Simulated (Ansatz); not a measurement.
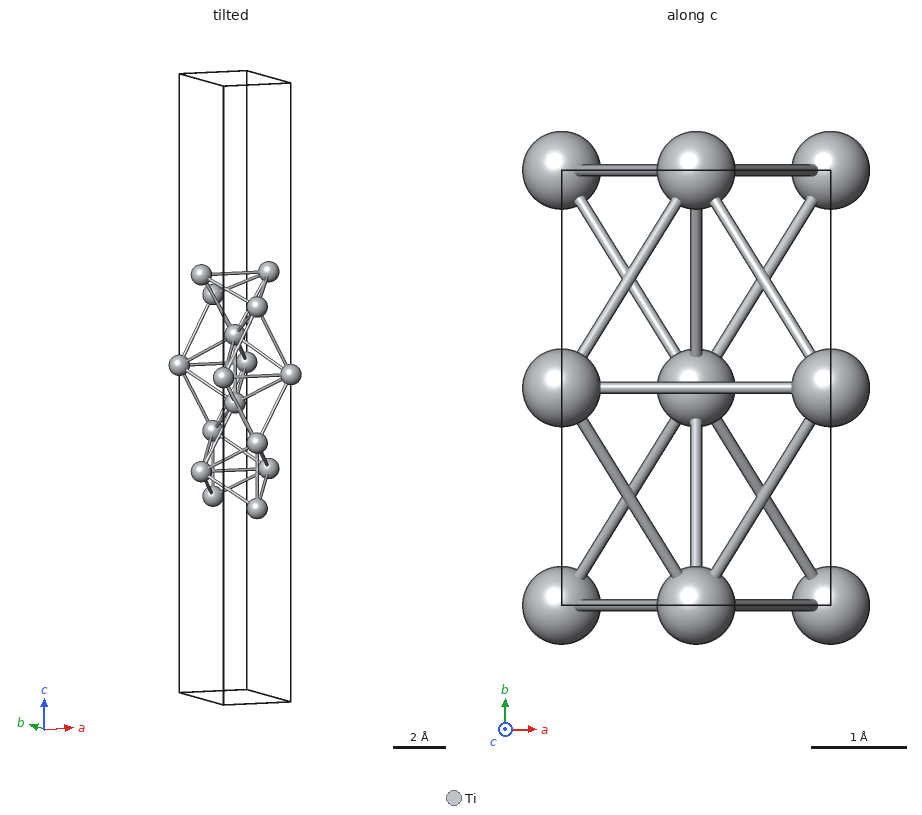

Structure drawing (ball-and-stick), viewed slightly off an axis and along the c axis. The parallelepiped is the simulation cell. Cell: a = 2.832 Å, b = 4.580 Å, c = 24.254 Å, α = 90.00°, β = 90.00°, γ = 90.00°.

Describe the crystal.

The element is titanium. The cell holds eight atoms. Coordination numbers (contacts within bonding distance): Ti 7 to 14 (mean 10.5).

Source of the structure: a structure listed in the Materials Project, from which a slab was cut. The atoms were relaxed in a fixed cell with DFT PBE, scalar-relativistic, plane waves, PAW (Ansatz).
